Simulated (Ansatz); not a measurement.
System: CuO.

Input

```
crystal:
  lattice:
    - [3.42205097, 0.0, 0.0]
    - [0.0, 3.42205097, 0.0]
    - [0.0, 0.0, 4.26046148]
  atoms:
    - { symbol: Cu, position: [0.0, 0.5, 0.0] }
    - { symbol: Cu, position: [0.5, 0.0, 0.5] }
    - { symbol: O, position: [0.0, 0.0, 0.25] }
    - { symbol: O, position: [0.0, 0.0, 0.75] }
hamiltonian:
  xc: pbe
  pseudopotentials: { kind: paw, source: jth }
kpoints:
  mp_grid: { grid: [8, 8, 6] }
  band_path:
    path:
      - [[0.0, 0.0, 0.0], [0.0, 0.5, 0.0], [0.5, 0.5, 0.0], [0.0, 0.0, 0.0], [0.0, 0.0, 0.5], [0.0, 0.5, 0.5], [0.5, 0.5, 0.5], [0.0, 0.0, 0.5]]
      - [[0.0, 0.5, 0.0], [0.0, 0.5, 0.5]]
      - [[0.5, 0.5, 0.0], [0.5, 0.5, 0.5]]
    npoints: 14
scf:
  occupations: { method: fermi_dirac, width: 0.05 }
  n_extra_bands: 10
output:
  forces: true
  stress: true
  eigenvalues: true
  fatbands: false
  write_density: true
  write_potential: true
  elf: true
  volumetric_format: npy
```

Launched as:

```sh
ansatz run input.yaml --threads 2 --pin off --max-ram 5632MiB --backend cpu --events-out ev --progress --plain --runs-dir out
```

Below, planes, directions and counts refer to the conventional cell (a = 3.42 Å, b = 3.42 Å, c = 4.26 Å, α = 90.00°, β = 90.00°, γ = 90.00°).

Space group P4₂/mmc; a generated structure, not necessarily the stable one; built by placing these elements on a known structure type; computed pressure about −3 GPa in this cell.

Theory: Ansatz 0.2.0, Kohn-Sham DFT of a periodic cell, PBE, JTH PAW.

Predict the valence pseudo-density and electron localisation function between the atoms.

Cu–O (2.02 Å): ρ is about 0.52 e/Å³ halfway; the ELF peaks at about 0.85 in the valence shell of O, 0.6 Å from its nucleus, and is about 0.20 at the midpoint: no shared electron pair shows on this line.

Does the calculation make it a metal, or give it a gap?

It is metallic or semimetallic at this level of theory: no gap opens; semilocal functionals without U, or without the true magnetic order, often close the gap of such compounds.

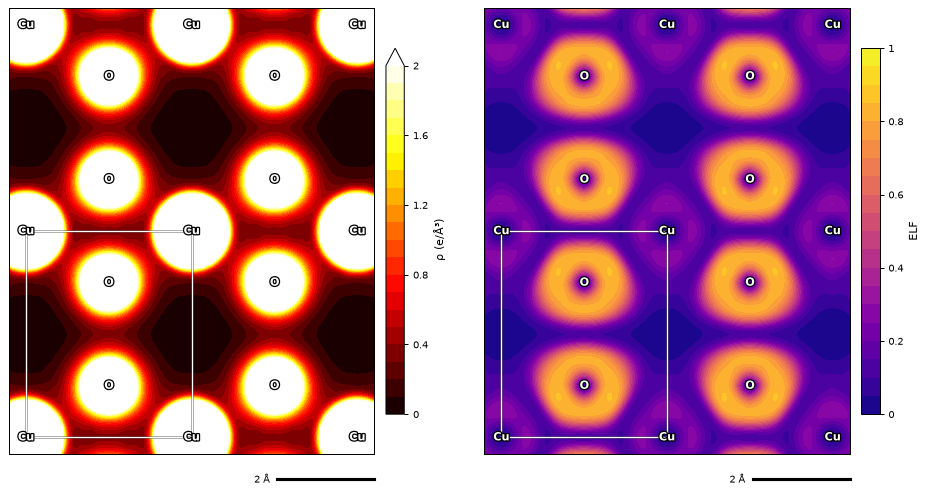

Computed valence pseudo-density and electron localisation function on the (010) plane of the conventional cell, in this order. 

In a PAW calculation such maps are meaningful between the atoms, not at the nuclei.
